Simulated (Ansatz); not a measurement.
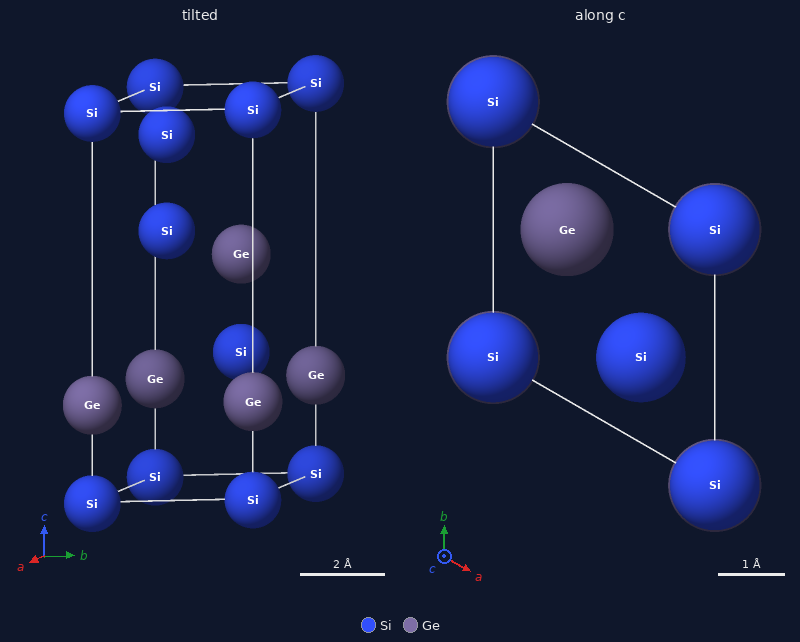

A spheres-only rendering, viewed slightly off an axis and along the c axis. One conventional unit cell is framed, with atoms on its boundary repeated.

Si$_{2}$Ge, space group P3m1 (No. 156), a = 3.90 Å, b = 3.90 Å, c = 9.54 Å, α = 90.00°, β = 90.00°, γ = 120.00°.

Calculation details: DFT, HSE06, plane waves, PAW in Ansatz; plane waves up to 420 eV, Brillouin-zone sampling on a 6×6×2 mesh, no spin polarisation.

How large a gap does the method give, if there is one?

A semiconductor at this level, with a gap of 1.08 eV, indirect; the smallest direct gap is 1.90 eV.

What is the pressure at this volume?

The computed pressure is 0.1 GPa, close to zero.

Origin of the cell: a structure type filled with these elements by a generator (whether the compound takes this form wasn't checked). Earlier steps of the study, as a rule a relaxation of our own, may have changed the cell and positions, so they can lie some per cent off the listed ones. It went into a calculation with Ansatz.
